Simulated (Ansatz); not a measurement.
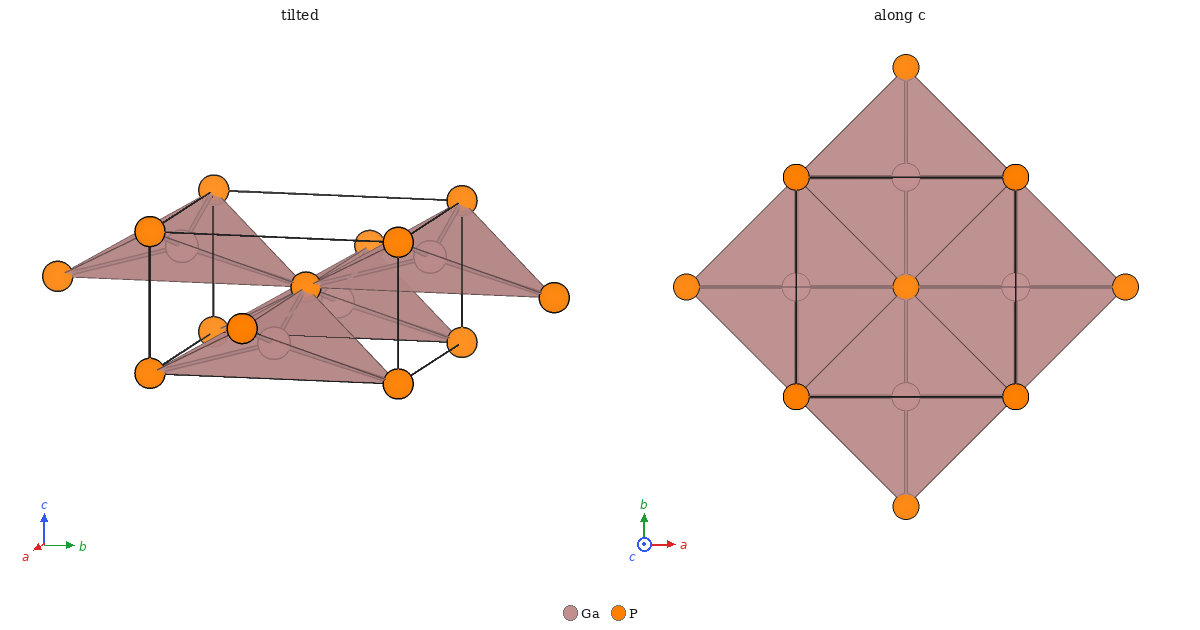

The crystal in a polyhedral representation, seen slightly off an axis and along the c axis. The lines enclose the conventional unit cell; boundary atoms appear with their images. A few atoms beyond the faces are included.

What is this?

It has the composition GaP. The space group is I-4m2 (No. 119); the lattice is body-centred tetragonal. The cell comprises 2 formula units: 2 Ga, 2 P. The Ga atoms are each bonded to four P. Each P atom is coordinated by four Ga. The bonds build a three-dimensional framework.

Its origin is a structure listed in the Materials Project, with elements exchanged, so it need not be a known form of the compound. The cell was then strained or its atoms displaced on purpose. Ansatz was used for an electronic-structure calculation on it.

At this level of theory the cell isn't at rest (stretched, at -13 GPa), so its distances can differ from those at equilibrium, the more so the softer the solid.
